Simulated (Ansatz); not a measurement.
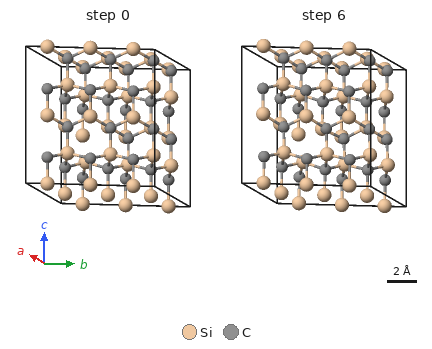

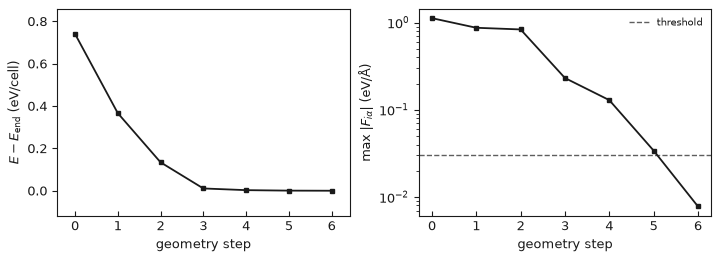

First and last geometry of a relaxation of a defect cell of composition Si₂₄C₂₃, with the history of the run. The picture is a ball-and-stick view of the cell of the calculation (origin shifted), seen from a free direction.

Computed with DFT, PBE, plane-wave PAW, default files, scalar-relativistic (Ansatz 0.2.0). (plane-wave cutoff 420 eV; k-point mesh 4 × 3 × 2; occupations fermi dirac; smearing width 0.01 eV; collinear spin; atoms relaxed in a fixed cell; force threshold 0.03 eV/Å; at most 40 steps)

Did the run converge, and what did it change?

It converged. Over 6 geometry steps the energy falls by 0.741 eV per cell of the calculation. Largest force component: 1.1 eV/Å at the start, 0.0078 eV/Å at the end. The atom that moves furthest is a Si atom (0.22 Å along [−2 −3 −2]). By element the largest moves are Si 0.22 Å, C 0.14 Å. The cell stays as it was. Some distances before and after: C–Si 1.943 → 1.872 Å, C–Si 1.980 → 1.919 Å, C–Si 1.943 → 1.894 Å, C–Si 1.870 → 1.917 Å. Bond angles that change, for instance: Si–C–Si 110.8° → 104.0°, Si–C–Si 111.4° → 105.4°, C–Si–C 108.1° → 103.2°. The program noted that the starting moments weren't kept. The run took 4.1 min on 4 threads of Intel(R) Xeon(R) Platinum 8488C (Sapphire Rapids), with other jobs on the host, peak memory 2.9 GiB.

| step | E − E(0), meV/atom | largest force component, eV/Å |
| --- | --- | --- |
| 0 | 0.00 | 1.1219 |
| 1 | -7.97 | 0.8706 |
| 2 | -12.91 | 0.8330 |
| 3 | -15.53 | 0.2313 |
| 4 | -15.70 | 0.1290 |
| 5 | -15.75 | 0.0341 |
| 6 | -15.76 | 0.0078 |

Limits of the set-up: the periodic images lie only 6.2 Å apart, so the values are limited by the cell's size.
